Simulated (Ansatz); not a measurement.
**Energy of SiO2 along a strain of the cell**

System: SiO2 (P4₂/mnm, 6 atoms in the cell).
Method: DFT LDA, scalar-relativistic, plane waves, PAW, PAW set soft_1, no spin polarisation (Ansatz 0.2.0).

The 6 runs differ only in the geometry, by a strain of the cell at fixed fractional positions. Against run 4, the strain is εxx = 0.25 η, εyy = 0.25 η and εzz = η. The structure derives from a Materials Project entry.

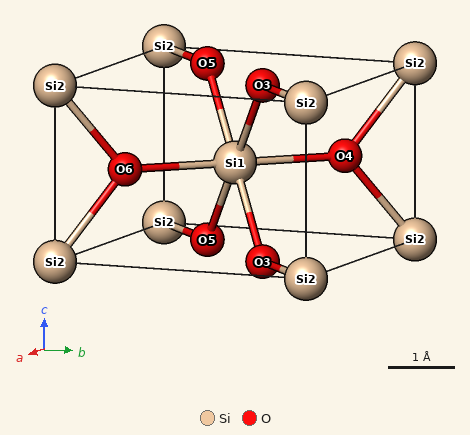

Figure 1. The structure of run 4 (ball-and-stick view of the cell of the calculation, seen slightly off an axis; atoms are numbered from 1 in the order of the input).

## Input of run 4
```yaml
crystal:
  lattice:
    - [4.1801, 0.0, 0.0]
    - [0.0, 4.1801, 0.0]
    - [0.0, 0.0, 2.7252]
  atoms:
    - { symbol: Si, position: [0.5, 0.5, 0.5] }
    - { symbol: Si, position: [0.0, 0.0, 0.0] }
    - { symbol: O, position: [0.6944252994, 0.6944252994, 0.0] }
    - { symbol: O, position: [0.1944252994, 0.8055747006, 0.5] }
    - { symbol: O, position: [0.3055747006, 0.3055747006, 0.0] }
    - { symbol: O, position: [0.8055747006, 0.1944252994, 0.5] }
basis:
  ecutwfc: 520.0
kpoints:
  mp_grid: { grid: [6, 6, 8] }
hamiltonian:
  xc: lda
  pseudopotentials: { kind: paw, azcp: { folder: soft_1 } }
scf:
  occupations: { method: gaussian, width: 0.05 }
output:
  forces: true
  stress: true
  eigenvalues: true
```

Command:
```bash
ansatz run input.yaml --threads 2 --pin off --max-ram 4096MiB --backend cpu --events-out ev --progress --plain --runs-dir out
```

Run 3 differs from it as follows:
```diff
-    - [4.1801, 0.0, 0.0]
-    - [0.0, 4.1801, 0.0]
-    - [0.0, 0.0, 2.7252]
+    - [4.1302, 0.0, 0.0]
+    - [0.0, 4.1302, 0.0]
+    - [0.0, 0.0, 2.5974]
```

## Results, with one run withheld

| run | strain parameter η (%) | free energy per atom, from the lowest run given (meV) | pressure (GPa) | gap on the mesh (eV) |
| --- | --- | --- | --- | --- |
| 1 | −14.0621 | 459.32 | 103.44 | 8.93 |
| 2 | −9.3755 | 138.27 | 51.27 | 7.85 |
| 3 | −4.6899 | ? | ? | ? |
| 4 | 0.0000 | 0.00 | −11.87 | 5.11 |
| 5 | 4.6856 | 96.78 | −29.81 | 3.82 |
| 6 | 9.3755 | 263.67 | −41.76 | 2.67 |

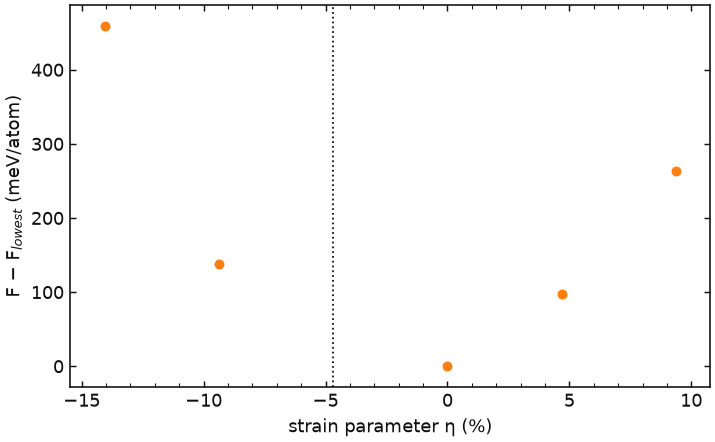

Figure 2. Free energy per atom of the runs given; the dotted line marks run 3.

What should run 3 give?

A cubic polynomial in the coordinate, fitted to the 5 runs given, misses them by at most 2.10 meV per atom. With x = η + 1.8753, it reads F = −16.227 + 2.7548 x + 2.664 x² − 0.062454 x³ (meV per atom). At run 3 it gives −1.48 meV per atom, and the run itself gives 1.51. The fit has its minimum at η = −2.3833 %. So low a polynomial doesn't follow these energies more closely. The gap on the mesh goes, without turning, from 8.93 eV in run 1 to 2.67 eV in run 6; run 3 has 6.56 eV. These are gaps of this functional on this mesh, which can miss the band edges; they aren't the measured gap.

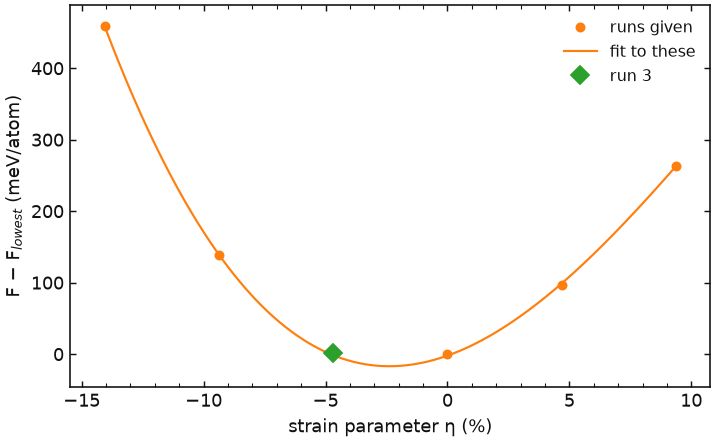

Figure 3. The fit and the withheld run.

## Output, shortened to warnings, some set-up lines, iterations and results (run 3)
```
Warning: [file] the record states the generating functional pbe (its physics header spells it `PBE`), which answers neither for hamiltonian.xc's functional nor for the lda family's — results may be inconsistent (PPs are generated against a specific XC)
Warning: [file] the record states the generating functional pbe (its physics header spells it `PBE`), which answers neither for hamiltonian.xc's functional nor for the lda family's — results may be inconsistent (PPs are generated against a specific XC)
Basis set: ecut = 520 eV, 1177 PW (Γ)
Symmetry: 16 space group operations
k-points: 50 of 288
Initial density: superposition of atomic densities (chi_scale 0.1, normalization cell, long waves kept (reshape's long-wave potential 0.00 eV rms))
[...]
SCF iter   1: F=—  HF=-3447.616840 eV  |F-HF|=—  |Δ(HF+E_count)|=         —  Δρ=1.48e-1  dr2=7.49e0  ethr=3.10e-3  ⟨swp⟩=6.1  Hψ=6036  notcnv=0
SCF iter   2: F=—  HF=-3445.537263 eV  |F-HF|=—  |Δ(HF+E_count)|=    2.08e0  Δρ=6.29e-2  dr2=6.37e-1  ethr=3.10e-3  ⟨swp⟩=3.1  Hψ=2749  notcnv=0  defer=87
SCF iter   3: F=—  HF=-3445.377922 eV  |F-HF|=—  |Δ(HF+E_count)|=   1.59e-1  Δρ=2.22e-2  dr2=7.80e-2  ethr=1.99e-3  ⟨swp⟩=2.2  Hψ=1980  notcnv=0  defer=86
SCF iter   4: F=—  HF=-3445.380639 eV  |F-HF|=—  |Δ(HF+E_count)|=   2.72e-3  Δρ=2.02e-3  dr2=6.24e-4  ethr=2.44e-4  ⟨swp⟩=2.0  Hψ=1381  notcnv=0  defer=86
SCF iter   5: F=—  HF=-3445.380864 eV  |F-HF|=—  |Δ(HF+E_count)|=   2.25e-4  Δρ=2.44e-4  dr2=9.15e-6  ethr=1.95e-6  ⟨swp⟩=2.7  Hψ=1882  notcnv=0  defer=36
SCF iter   6: F=—  HF=-3445.380870 eV  |F-HF|=—  |Δ(HF+E_count)|=   6.43e-6  Δρ=3.34e-5  dr2=2.06e-7  ethr=2.86e-8  ⟨swp⟩=2.0  Hψ=1762  notcnv=0  defer=36
SCF iter   7: F=-3445.380870 eV  HF=-3445.380870 eV  |F-HF|=8.98e-9  |Δ(HF+E_count)|=   1.12e-8  Δρ=7.77e-6  dr2=1.28e-8  ethr=3.13e-10  ⟨swp⟩=9.2  Hψ=5292  notcnv=0
SCF 1 converged in 7 iterations: F = -3445.380870 eV  dr2 = 1.28e-8
SCF converged after 7 iterations
Free energy (F): -3445.380870 eV
Harris-Foulkes:  -3445.380870 eV  (|F-HF|=8.98e-9)
Internal energy: -3445.380870 eV  (E = F + TS)
E sigma→0 (E₀):  -3445.380870 eV
Fermi energy:    14.320769 eV
--- Per-component energies (eV) ---
  E_band       = 74.326549
  E_kinetic    = 790.966671
  E_local      = -1173.991340  (includes V_loc(G=0)·N_el)
  E_nonlocal   = 263.069132
  E_hartree    = 426.901188
  E_xc         = -402.071991
  E_vxc        = -469.704023  (∫ρ·V_xc dr)
  E_paw        = -1583.332914  (= ΣΔE_a)
  E_vpaw       = -189.821071  (= ΣTr[D̂ρ^β])
  E_aug_tail   = 0.000927  (compensation charges beyond the density's cutoff)
  E_ewald      = -1767.478891
  E_core_change = 0.556347  (= ΣΔE_core)
  E_smearing   = -0.000000  (= −TS)
  E_closure    = -0.000000  (closes the sum)
  Σ components = -3445.380870   (vs F -3445.380870, Δ=0.00e0)
--- Forces (eV/Å), atoms counted from 1 ---
  atom   1  Si     0.00000000     0.00000000     0.00000000
  atom   2  Si     0.00000000    -0.00000000     0.00000000
  atom   3  O      0.12312020     0.12312020     0.00000000
  atom   4  O      0.12312020    -0.12312020     0.00000000
  atom   5  O     -0.12312020    -0.12312020     0.00000000
  atom   6  O     -0.12312020     0.12312020     0.00000000
  max |Σ_I F_I| component: 0.00e0 eV/Å
--- Stress (GPa, compression-positive) ---
       10.065501       0.000000       0.000000
        0.000000      10.065501       0.000000
        0.000000       0.000000      22.486935
  P = ⅓ Tr σ = 14.2060 GPa (142.060 kbar)
```

The program warns: the PAW datasets were made with another functional.
